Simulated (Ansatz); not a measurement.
## Al$_{2}$Ru: band-structure calculation

- system: Al$_{2}$Ru (I4/mmm, 3 atoms in the cell)
- method: DFT r2SCAN, scalar-relativistic, plane waves, PAW, no spin polarisation (Ansatz 0.2.0)

The structure derives from a Materials Project entry.

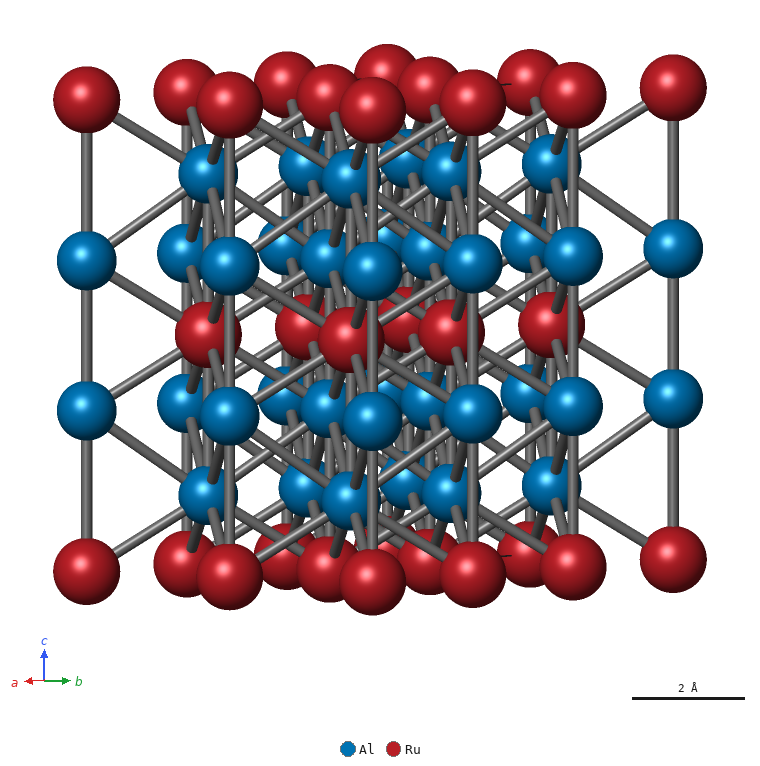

Fig. 1: The structure as given in the input (ball-and-stick view of the cell 2 times as large as that of the calculation, set on its symmetry axes, repeated 3 × 2 × 1, seen at an oblique angle).

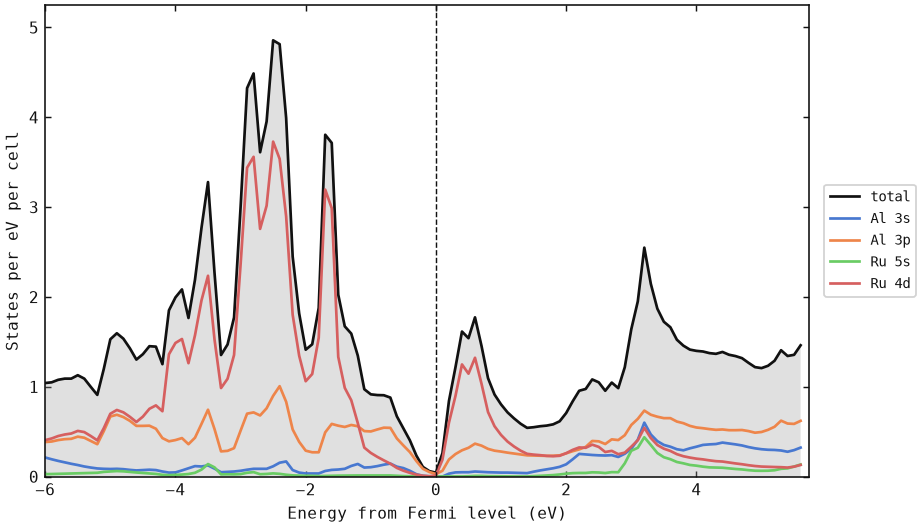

Fig. 2: Density of states (projected on Löwdin-orthogonalised atomic shells), with energies from the Fermi level. There are states at the Fermi level: a metal at this level of theory.

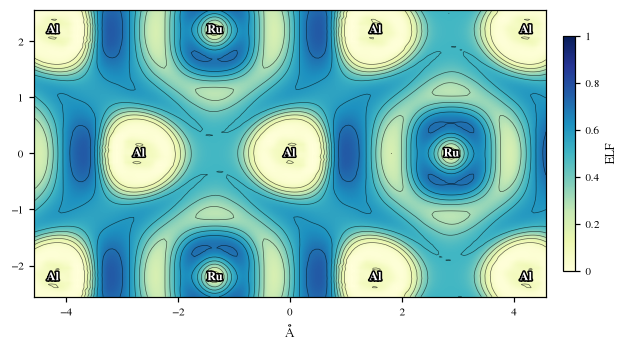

Fig. 3: Electron localisation function on the (11̄0) plane of the conventional cell. The section cuts through Al and Ru sites. Al–Ru (2.58 Å): the ELF is about 0.40 at the midpoint; no shared electron pair. Al–Al (2.69 Å): the ELF is about 0.50 at the midpoint (no shared electron pair). Al–Ru (2.88 Å): the ELF is about 0.50 at the midpoint; no localised pair between them. The strong features right at Ru lie inside the PAW spheres (semicore, d or f shells) and say nothing about bonding. In a PAW calculation such maps are meaningful between the atoms, not at the nuclei.

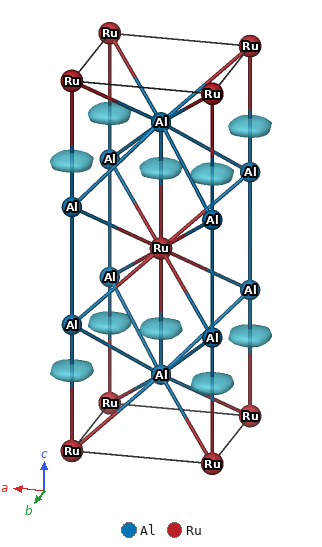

Fig. 4: Isosurface of the ELF at 0.7 (cyan), seen at an oblique angle. Only the valence region is drawn (cores and ρ < 0.01 e/Å³ removed). Sticks mark near contacts. The outline is the cell set on symmetry axes. The ELF exceeds this value in four lobes of the valence shell of Al pointing towards Ru, counted in one cell of 6 atoms. Along the contacts the grid gives the following. Al–Ru (2.58 Å): the ELF is about 0.40 at the midpoint (no shared electron pair). Al–Al (2.69 Å): the ELF is about 0.50 at the midpoint (no localised pair between them).

These pictures come from the run below.

## The input
```yaml
crystal:
  lattice:
    - [-1.5609102542, 1.5609102542, 4.2224917107]
    - [1.5609102542, -1.5609102542, 4.2224917107]
    - [1.5609102542, 1.5609102542, -4.2224917107]
  atoms:
    - { symbol: Al, position: [0.6590940354, 0.6590940354, 0.0] }
    - { symbol: Al, position: [0.3409059646, 0.3409059646, 0.0] }
    - { symbol: Ru, position: [0.0, 0.0, 0.0] }
basis:
  ecutwfc: 500
kpoints:
  mp_grid: { grid: [18, 18, 18] }
  band_path:
    path:
      - [[0.0, 0.0, 0.0], [0.0, 0.0, 0.5], [0.25, 0.25, 0.25], [0.0, 0.5, 0.0], [0.0, 0.0, 0.0], [0.5, 0.5, -0.5], [0.28416318, 0.71583682, -0.28416318]]
      - [[-0.28416318, 0.28416318, 0.28416318], [0.0, 0.0, 0.0]]
      - [[0.0, 0.0, 0.5], [-0.06832636, 0.06832636, 0.5]]
      - [[0.5, 0.5, -0.06832636], [0.5, 0.5, -0.5]]
    npoints: 14
hamiltonian:
  xc: r2scan
scf:
  occupations: { method: gaussian, width: 0.1 }
  n_extra_bands: 7
output:
  forces: true
  stress: true
  eigenvalues: true
  populations: true
  dos: { projected: true, de: 0.02, nscf_kmesh: { grid: [27, 27, 27] } }
  bader: true
  write_density: true
  write_potential: true
  elf: true
  volumetric_format: npy
```

Command:
```bash
ansatz run input.yaml --threads 1 --pin off --max-ram 2560MiB --backend cpu --events-out ev --progress --plain --runs-dir out
```

## Output
```
scf.n_extra_bands = 7 over 11 filled bands (N_el = 22.0): the run solves 18 bands
Engine: ansatz 0.2.0, x86_64-unknown-linux-gnu
Pseudopotentials: kind: paw
Pseudopotential: Al, paw, valence charge 3, recommended cutoff 500 eV (meta_gga), Al.paw.azcp
Pseudopotential: Ru, paw, valence charge 16, recommended cutoff 500 eV (meta_gga), Ru.paw.azcp
Functional definition: r2SCAN
  parameter k0 = 0.174
  parameter k1 = 0.065
  parameter a1 = 4.9479
  exchange = r2scan_x(k0 = k0, k1 = k1, a1 = a1)
  correlation = r2scan_c
Crystal: 3 atoms, lattice volume = 41.151 Å³
Basis set: ecut = 500 eV, 1047 PW (Γ), exchange–correlation on 144×144×144 points (64 copies of the dense FFT grid, shifted against one another)
Bands: 18, of which v1, the nominal top of the filled ones, is band 11 counted from 1 (10 counted from 0)
Symmetry: 16 space group operations
Space group: I4/mmm (ITA 139), of the structure as read, at distance tolerance 3.5e-5 Å
k-points: 480 of 5832
Non-local potential: Al, projectors of the file, l = 0: 2, l = 1: 2, l = 2: 1
Non-local potential: Ru, projectors of the file, l = 0: 3, l = 1: 2, l = 2: 2, l = 3: 1
PAW form: soft (Blöchl's): semilocal exchange-correlation on the pseudo side does not see the compensation charge
PAW frozen core: Al, regenerated for the run's functional (the file was generated under x = pbe(κ = 0.804, μ = 0.2195149727645171), c = pbe(β = 0.06672455060314922))
PAW frozen core: Ru, regenerated for the run's functional (the file was generated under x = pbe(κ = 0.804, μ = 0.2195149727645171), c = pbe(β = 0.06672455060314922))
PAW one-centre angular grid: Al, 302 points (default); XC on 160 Gauss nodes
PAW one-centre angular grid: Ru, 590 points (default); XC on 160 Gauss nodes
Initial density: superposition of atomic densities (neutral atoms: chi_scale 0, normalization atom), corrected by the library's trained network
Initial wavefunctions: pseudopotential atomic-orbital guess
Functional: x = r2scan, c = r2scan; τ floored in thin density (d = 2e-4 eV/Å³)
SCF iter   1: F=—  HF=-6973.751853 eV  |F-HF|=—  |Δ(HF+E_count)|=         —  Δρ=8.64e-3  dr2=1.69e-2  dr2_τ=3.63e-2  ethr=1.77e-3  ⟨swp⟩=5.3  Hψ=46190  notcnv=0  defer=17
preconditioner: auto → none  [insulator: Δε(μ)=0.105 eV  Ē_g=10.034 eV  σ=0.100 eV  W_gap=0.54  n_scr=10 (ndim 8)  ℏωp=21.7 eV  f_vac=0.000  D(μ)=0.08/eV (n_scr^D=0)  ε∞_Penn≈5.7]
SCF iter   2: F=—  HF=-6973.774861 eV  |F-HF|=—  |Δ(HF+E_count)|=   2.30e-2  Δρ=4.11e-3  dr2=6.27e-3  dr2_τ=4.11e-4  ethr=7.68e-5  ⟨swp⟩=2.0  Hψ=19200  notcnv=0  defer=940
SCF iter   3: F=—  HF=-6973.776158 eV  |F-HF|=—  |Δ(HF+E_count)|=   1.30e-3  Δρ=4.81e-3  dr2=1.41e-2  dr2_τ=9.76e-4  ethr=2.85e-5  ⟨swp⟩=2.1  Hψ=10966  notcnv=0  defer=940
SCF iter   4: F=—  HF=-6973.773889 eV  |F-HF|=—  |Δ(HF+E_count)|=   2.27e-3  Δρ=6.70e-4  dr2=7.05e-5  dr2_τ=1.04e-5  ethr=2.85e-5  ⟨swp⟩=2.4  Hψ=11500  notcnv=0  defer=940
SCF iter   5: F=—  HF=-6973.773889 eV  |F-HF|=—  |Δ(HF+E_count)|=   4.05e-7  Δρ=2.21e-4  dr2=6.81e-6  dr2_τ=5.61e-7  ethr=3.20e-7  ⟨swp⟩=2.5  Hψ=12701  notcnv=0  defer=940
SCF iter   6: F=-6973.773892 eV  HF=-6973.773892 eV  |F-HF|=4.24e-8  |Δ(HF+E_count)|=   3.16e-6  Δρ=2.13e-5  dr2=7.11e-8  dr2_τ=1.21e-8  ethr=4.55e-10  ⟨swp⟩=10.3  Hψ=65299  notcnv=0
SCF 1 converged in 6 iterations: F = -6973.773892 eV  dr2 = 7.11e-8
  greatest PAW one-centre occupation: 0.997 electrons in one spin orbital (limit 2), on the Ru atom at site 2 (counted from 0), in its partial waves of l = 1
NSCF: frozen V_eff on 130 k-points
NSCF: frozen V_eff on 1470 k-points
SCF converged after 6 iterations
Free energy (F): -6973.773892 eV
Harris-Foulkes:  -6973.773892 eV  (|F-HF|=4.24e-8)
Internal energy: -6973.773380 eV  (E = F + TS)
E sigma→0 (E₀):  -6973.773636 eV
Entropy (-TS):   -0.000512 eV (-0.171 meV/atom)
Fermi energy:    14.104114 eV
--- Per-component energies (eV) ---
  E_band       = -161.596380
  E_kinetic    = 566.697495
  E_local      = -2143.533203  (includes V_loc(G=0)·N_el)
  E_nonlocal   = 362.372751
  E_hartree    = 800.550193
  E_xc         = -260.642228
  E_vxc        = -333.815851  (∫ρ·V_xc dr)
  E_paw        = -4425.977274  (= ΣΔE_a)
  E_vpaw       = -236.195416  (= ΣTr[D̂ρ^β])
  E_aug_tail   = 0.000085  (compensation charges beyond the density's cutoff)
  E_vtau       = 21.780790  (kinetic-family band-sum trace: ∫τ·v_τ [+ j·A + Jᵃ·Aᵃ] dr)
  E_ewald      = -1872.810028
  E_core_change = -0.431172  (= ΣΔE_core)
  E_smearing   = -0.000512  (= −TS)
  E_closure    = -0.000000  (closes the sum)
  Σ components = -6973.773892   (vs F -6973.773892, Δ=0.00e0)
--- Forces (eV/Å), atoms counted from 1 ---
  atom   1  Al    -0.00000000    -0.00000000    -0.00076156
  atom   2  Al     0.00000000    -0.00000000     0.00076156
  atom   3  Ru     0.00000000     0.00000000     0.00000000
  max |Σ_I F_I| component: 4.86e-17 eV/Å
--- Stress (GPa, compression-positive) ---
       -0.005314       0.000000       0.000000
        0.000000      -0.005314       0.000000
        0.000000      -0.000000       0.001540
  P = ⅓ Tr σ = -0.0030 GPa (-0.030 kbar)
--- Band table (eV; the first three rows and the last of 480) ---
  k-point 0: bands = ["-60.7464", "-29.9839", "-29.9839", "-29.9086", "2.5190", "8.3235", "10.1442", "11.8948", "11.8948", "12.0013", "12.9270", "16.6109", "18.8267", "20.5297", "20.5297", "20.6916", "20.6916", "22.4833"]
  k-point 1: bands = ["-60.7458", "-29.9881", "-29.9878", "-29.9077", "2.6264", "8.4175", "10.1892", "11.3689", "11.7494", "12.6041", "12.7911", "16.5875", "18.4379", "20.0174", "20.3493", "20.3924", "21.3726", "23.3125"]
  k-point 2: bands = ["-60.7441", "-30.0000", "-29.9989", "-29.9051", "2.9449", "8.6870", "10.3256", "10.8972", "11.3573", "12.4035", "13.2811", "16.5380", "17.8558", "19.0391", "19.9901", "19.9928", "22.7881", "24.7564"]
  k-point 479: bands = ["-60.7463", "-29.9840", "-29.9840", "-29.9113", "4.4501", "5.1593", "9.9604", "11.3234", "12.3416", "12.3416", "12.9528", "17.4409", "17.4409", "20.5732", "20.9598", "23.0370", "24.5612", "24.9938"]
--- Löwdin populations: 3 sites ---
  site symbol       q [e]
     0     Al      2.9382
     1     Al      2.9382
     2     Ru     15.9776
  spilling = 0.006635 (of n_electrons = 22.000000)
--- Bader charges: 3 sites ---
  site symbol  charge [e]  shift [e]
     0     Al      1.6269     0.0002
     1     Al      1.6269     0.0002
     2     Ru     -3.2538     0.0004
  estimated error of the sums over rays = 4.3e-4 e
```

## File bader_charges.tsv
```
# site	symbol	x_ang	y_ang	z_ang	partial_charge_e	electrons	volume_ang3	relative_density_drop	shared_charge_e	partial_wave_shift_e
# quadrature_error_electrons = 4.3e-4
0	Al	0.0000	0.0000	5.5660	1.62689	11.37311	7.11	-	1.62689	0.00020
1	Al	0.0000	0.0000	2.8789	1.62689	11.37311	7.11	-	1.62689	0.00020
2	Ru	0.0000	0.0000	0.0000	-3.25378	47.25378	26.92	-	-3.25378	0.00040
```

## File populations.tsv
```
# site	symbol	l	j	q
# orbitals = lowdin
# n_electrons = 22.000000
# spilling = 0.006635
0	Al	0_3S	-	0.753373
0	Al	1_3P	-	2.184853
1	Al	0_3S	-	0.753373
1	Al	1_3P	-	2.184853
2	Ru	0_4S	-	1.911677
2	Ru	0_5S	-	0.455873
2	Ru	1_4P	-	5.983094
2	Ru	2_4D	-	7.626928
```

## Key numbers

```csv
quantity,value
outcome,converged
space group (tolerance 0.01 Å),I4/mmm (139)
electrons treated,22
free energy,−6973.7739 eV
Fermi energy,14.104 eV
gap on the k-point mesh,none (metallic)
pressure,0.00 GPa
largest force (length of the vector),0.001 eV/Å
hardware,"1 thread of Intel Xeon (Granite Rapids), 192 GiB of memory available, shared host"
wall time,83 s
peak memory,1.2 GiB
```
